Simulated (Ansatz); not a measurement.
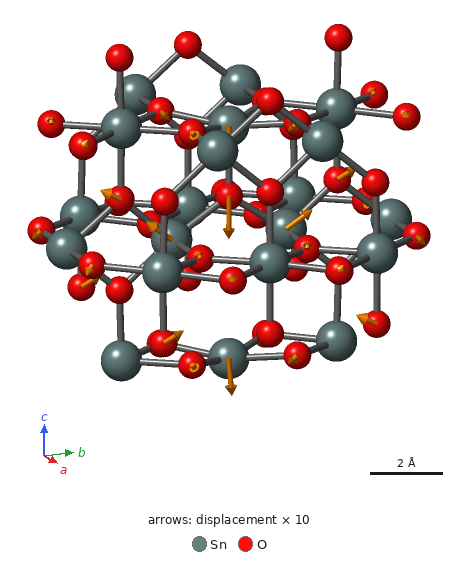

A relaxation of a defect cell of composition Sn$_{8}$O$_{15}$ (cell charge +2). The starting structure is drawn; orange arrows show the displacements, magnified 10 times.

Style: ball-and-stick. Shown: the atoms within 5.8 Å of the atom that moves most (axes of the larger cell on standard axes (2 times the calculation's cell)), slightly off an axis.

All numbers below come from DFT PBEsol, scalar-relativistic, plane waves, PAW (Ansatz 0.2.0).

Input file:
```yaml
crystal:
  lattice:
    - [-4.7684401835, 4.7684401835, 0.0]
    - [-4.7684401835, -4.7684401835, 0.0]
    - [4.7684401835, 0.0, 6.42479141]
  atoms:
    - { symbol: Sn, position: [0.5944217179, 0.1236569846, 0.2481673655], spin: 0.667 }
    - { symbol: Sn, position: [0.8781816758, 0.3746282941, 0.7502575661] }
    - { symbol: Sn, position: [0.1276168155, 0.624379188, 0.2497607929] }
    - { symbol: Sn, position: [0.3775225499, 0.8741389846, 0.7492562131] }
    - { symbol: Sn, position: [-0.0051426131, 0.9896546669, -0.0165814044], spin: 0.667 }
    - { symbol: Sn, position: [0.2631623938, 0.2567776114, 0.5166071381], spin: 0.667 }
    - { symbol: Sn, position: [0.5079613837, 0.5022263846, 0.005395288] }
    - { symbol: Sn, position: [0.7523728923, 0.7466167194, 0.4941872252] }
    - { symbol: O, position: [0.1870335213, 0.3793089333, 0.7595299739] }
    - { symbol: O, position: [0.4322165158, 0.6244294622, 0.2497923967] }
    - { symbol: O, position: [0.6770824228, 0.8695084874, 0.7399213793] }
    - { symbol: O, position: [0.2947555579, 0.1244381107, 0.2497929792] }
    - { symbol: O, position: [0.5750043263, 0.3764533121, 0.7538442515] }
    - { symbol: O, position: [0.8230920762, 0.6244007457, 0.2497687098] }
    - { symbol: O, position: [0.0708480432, 0.8724395028, 0.7458118835] }
    - { symbol: O, position: [0.5117231861, 0.1931296776, 0.0047723053] }
    - { symbol: O, position: [0.7567535882, 0.4381157597, 0.4947634551] }
    - { symbol: O, position: [-0.0047468021, 0.6965963256, 0.0013957707] }
    - { symbol: O, position: [0.2434687734, 0.9449928409, 0.49812172] }
    - { symbol: O, position: [0.5117557848, 0.8107110311, 0.0047891966] }
    - { symbol: O, position: [0.756763819, 0.0556911721, 0.4947448849] }
    - { symbol: O, position: [-0.0047496451, 0.3038208313, 0.0013893074] }
    - { symbol: O, position: [0.2434738553, 0.5521665783, 0.4981328379] }
  host:
    lattice:
      - [4.7684401835, 0.0, 0.0]
      - [0.0, 4.7684401835, 0.0]
      - [0.0, 0.0, 3.212395705]
    atoms:
      - { symbol: Sn, position: [0.5, 0.5, 0.5] }
      - { symbol: Sn, position: [0.0, 0.0, 0.0] }
      - { symbol: O, position: [0.1937455604, 0.8062544396, 0.5] }
      - { symbol: O, position: [0.8062544396, 0.1937455604, 0.5] }
      - { symbol: O, position: [0.3062544396, 0.3062544396, 0.0] }
      - { symbol: O, position: [0.6937455604, 0.6937455604, 0.0] }
total_charge: 2
basis:
  ecutwfc: 420
  xc_grid: 2
kpoints:
  mp_grid: { grid: [3, 3, 3], shift: [0.0, 0.0, 0.0] }
hamiltonian:
  xc: pbesol
scf:
  occupations: { method: gaussian, width: 0.02 }
  lower_state_search: "off"
output:
  forces: true
  stress: false
  eigenvalues: true
  populations: true
  charged_corrections:
    defect_position: [0.93125444, 0.125, 0.25]
    epsilon: [[13.4816, 0.0, 0.0], [0.0, 13.4816, 0.0], [0.0, 0.0, 10.4263]]
magnetization:
  spin_polarized: true
relax:
  adjacent_minimum: "off"
  f_tol: 0.03
  max_steps: 40
```

Launched with:
```bash
ansatz run input.yaml --threads 8 --pin off --max-ram 16384MiB --backend cpu --events-out ev --progress --plain --runs-dir out
```

Question: Describe the change and its energy.

Answer: The atom that moves furthest is O12 (0.13 Å along −c). By element the largest moves are O 0.13 Å, Sn 0.11 Å. The cell doesn't change. Some distances before and after: Sn5–O15 2.014 → 1.980 Å, Sn5–O11 2.048 → 2.016 Å, Sn6–O12 2.044 → 2.021 Å, Sn1–O17 2.059 → 2.039 Å. Bond angles that change, for instance: Sn5–O12–Sn6 113.7° → 124.9°, O11–Sn5–O12 173.1° → 164.9°, O9–Sn6–O12 172.5° → 164.9°. Over 3 geometry steps the energy falls by 0.244 eV per cell of the calculation. Largest force component: 1.2 eV/Å at the start, 0.012 eV/Å at the end. The program noted that the starting moments weren't kept. The run took 120 s on 8 threads of Arm Neoverse V1 (shared host), peak memory 2 GiB.

Limits of the set-up: the periodic images lie only 6.7 Å apart, so the values are limited by the cell's size; the cell is charged, on a uniform background, and energies carry no finite-size correction.
